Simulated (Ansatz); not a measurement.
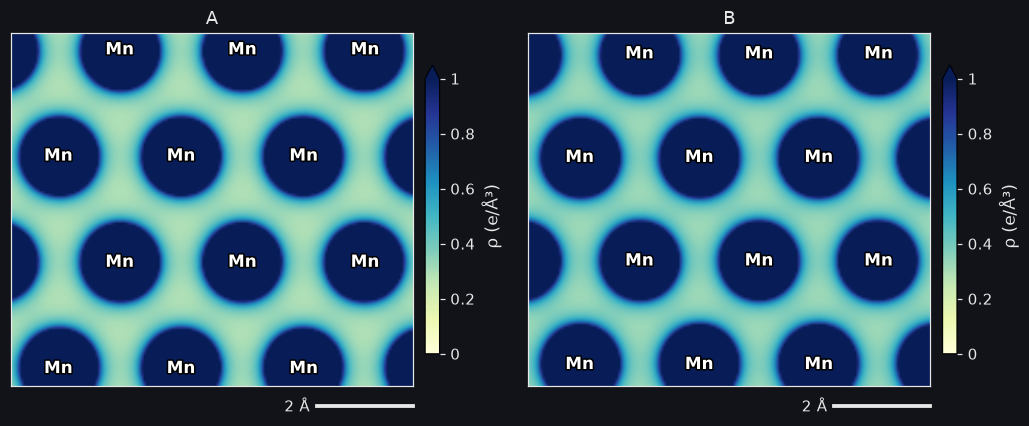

Mn. The valence electron density of two cells that differ in size, on the (001) plane of each (indices in the axes of the calculation cell), at one length scale and on one colour scale; one has 10.9 and the other 11.8 Å³ an atom.

Computed with Ansatz, DFT, revPBE, plane waves (420 eV) with PAW, scalar-relativistic.

Question: Which panel shows the smaller cell, and what does the compression change?

Answer: Panel B is the smaller cell, by 7 % in volume. From the larger cell to the smaller, Mn–Mn goes from 2.55 to 2.49 Å, and the density at its midpoint from 0.33 to 0.37 e/Å³; the pressure goes from −17 to 0.2 GPa; the largest moment (Mn) goes from 0.2 to 0.0 μB.
